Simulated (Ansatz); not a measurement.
**TaN: densities and their changes**

Space group P-6m2; the calculation finds a residual pressure of about 5 GPa at this fixed cell.

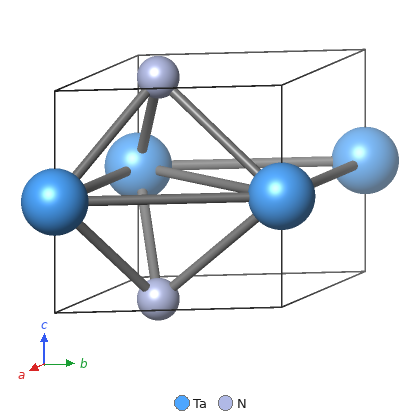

The conventional cell.

Input

```
crystal:
  lattice:
    - [2.938, 0.0, 0.0]
    - [-1.469, 2.5443826363, 0.0]
    - [0.0, 0.0, 2.883]
  atoms:
    - { symbol: Ta, position: [0.3333333333, 0.6666666667, 0.5] }
    - { symbol: "N", position: [0.0, 0.0, 0.0] }
basis:
  ecutwfc: 500
  fft_grid_basis: typed
kpoints:
  mp_grid: { grid: [12, 12, 10] }
hamiltonian:
  xc: pbe
  pseudopotentials: { kind: paw }
scf:
  occupations: { method: gaussian, width: 0.05 }
output:
  forces: true
  stress: true
  eigenvalues: true
  bader: true
  write_density: true
  volumetric_format: npy
  elf: true
```

Launched as:

```sh
ansatz run input.yaml --threads 2 --pin off --max-ram 4096MiB --backend cpu --events-out ev --progress --plain --runs-dir out
```

The picture shows the conventional cell (a = 2.94 Å, b = 2.94 Å, c = 2.88 Å, α = 90.00°, β = 90.00°, γ = 120.00°).

Theory: DFT PBE, scalar-relativistic, plane waves, PAW (Ansatz 0.2.0).

Core electrons are frozen (PAW), so the maps are meaningful between the atoms, not at the nuclei.

## 1. Bonding charge

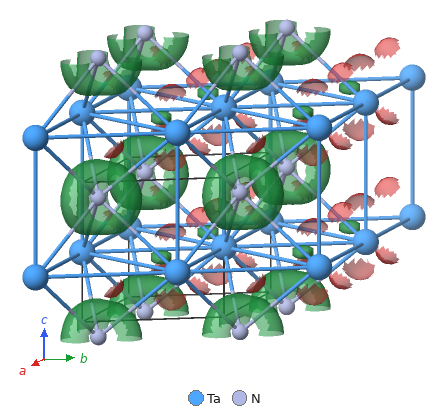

Bonding charge density, ρ(crystal) − Σ ρ(neutral atoms): green surfaces at +0.1 and red ones at −0.1 e/Å³, in the conventional cell, repeated, seen slightly off an axis (the regions close to the nuclei are left out). Cores are masked to 1.0 Å (Ta) and 0.6 Å (N).

Read the map: where is density gained and where lost?

N–Ta (2.23 Å): Δρ is about zero at the midpoint (close to a masked core, so read it with care).
Ta–Ta (2.88 Å): Δρ is about zero at the midpoint.
Over the whole cell, outside the masked cores, the largest gain lies at the edge of the masked core of N, and the largest loss lies at the edge of the masked core of Ta.
In all about 0.26 e an atom is rearranged against the free atoms.
Bader charges: Ta +1.60 and N −1.60 e.

## 2. One group of states

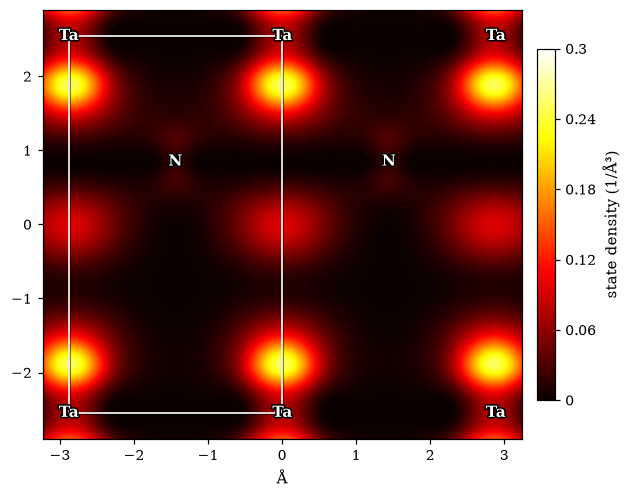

Density of the Kohn–Sham states from −0.25 to +0.25 eV about the Fermi level (the states at the Fermi level), scaled to one electron a cell: a map on the (110) plane of the conventional cell.

What is the character of these states?

Löwdin projections on the PAW files' atomic orbitals give Ta 5d (over 95 %).
In space (atomic cells sized by Bader volumes) the density divides as Ta about 80 % and N about 20 %.
It nearly vanishes midway along the shortest Ta–Ta contact.

## 3. Change of volume

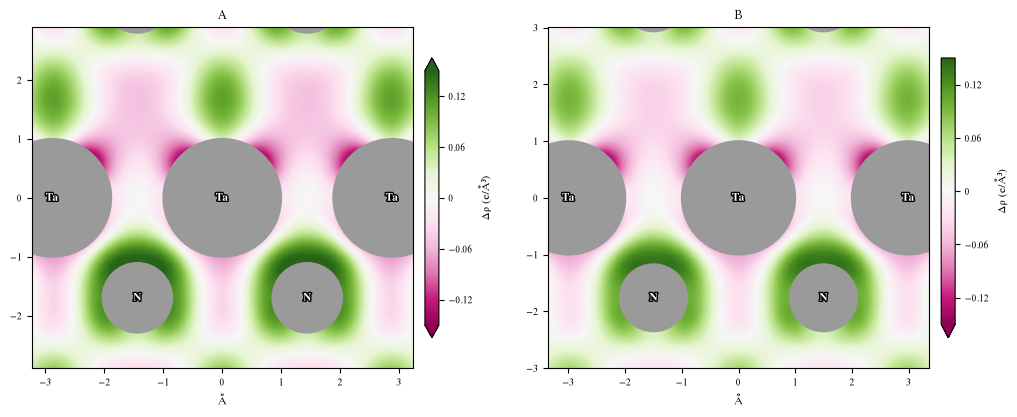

TaN: deformation density on the (110) plane of the conventional cell at two volumes, with the same fractional coordinates and one colour scale. Grey discs cover the cores.

Which panel is the larger cell, by how much, and what changes?

B is the larger cell: B has 112 % of the volume of A.
The pressure is 5 GPa in A and −27 GPa in B.
Bader charges in A: Ta +1.60 and N −1.60 e; in B: Ta +1.59 and N −1.59 e.
The rearranged charge is 0.26 e an atom in A and 0.27 e in B.

## 4. Another level of theory

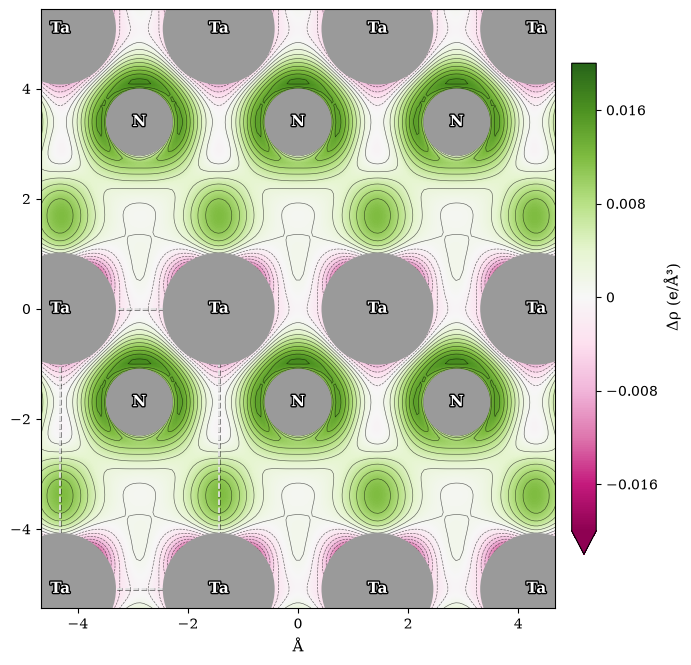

TaN: difference of two self-consistent densities at the same geometry, ρ(HSE06) − ρ(PBE), on the (110) plane of the conventional cell. Grey discs cover the cores, where the PAW densities can't be compared. Cores are masked to 1.0 Å (Ta) and 0.6 Å (N).

Both runs: Ansatz, scalar-relativistic, plane waves and PAW, same cutoff, k-points and PAW files (made with PBE).

What differs between the two levels of theory?

Against PBE, and outside the masked cores, the largest gain, 0.016 e/Å³, lies 0.8 Å from a nitrogen nucleus, and the largest loss lies at the edge of the masked core of Ta.
- Bader charges are Ta +1.60 and N −1.60 e with PBE and Ta +1.68 and N −1.68 e with HSE06.
- At this volume the pressure is 5 GPa with PBE and roughly −4 GPa with HSE06.

## 5. Moving an atom

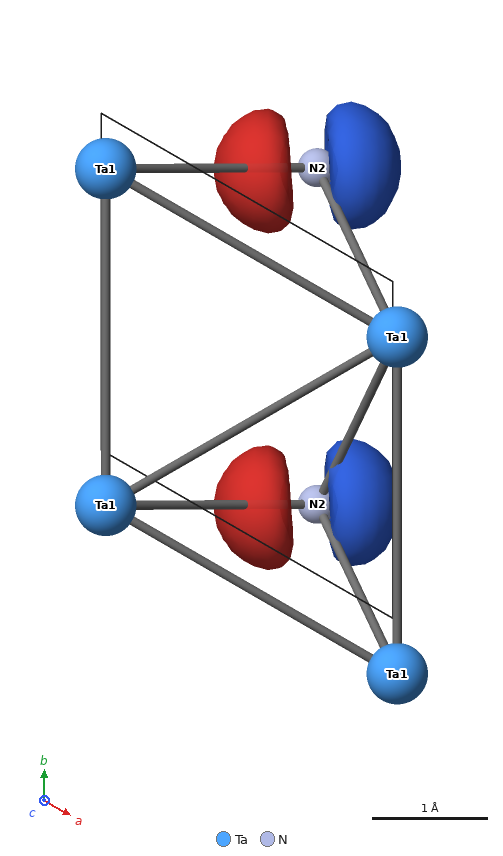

TaN: one atom of the 2-atom cell (and its periodic copies) was moved a little. Density after less density before, blue at +0.4 and red at −0.4 e/Å³, seen along the c axis; cell a = 2.94 Å, b = 2.94 Å, c = 2.88 Å, α = 90.00°, β = 90.00°, γ = 120.00°. The lobes lie largely inside the PAW sphere, where the density is a smoothed one.

Which atom moved, and which way?

N2 moved towards the blue lobe, to the right in the picture. In the run the shift was 0.15 Å roughly along [2 1 0] in the axes of the cell drawn.

How much does the computed force on the atom change?

The force on it changes by 1.78 eV/Å along the move, against it: a stiffness of about 12 eV/Å² for this sublattice shift.

## 6. Putting it together

Charge passes from Ta (Pauling electronegativity 1.50) to N (3.04), the direction that the scale predicts; the Bader charges fall short of whole formal charges, as they usually do. The two pressures give a mean stiffness −ΔP/Δln V of about 281 GPa over this range, with the atoms held at their fractional positions.

Run times: 19 s (base cell), 2.2 s (state densities), 16 s (scaled cell), 3 min (HSE06) and 34 s (moved atom), on 2 threads of Intel(R) Xeon(R) Platinum 8259CL CPU @ 2.50GHz (Skylake/Cascade Lake), with other jobs on the host.
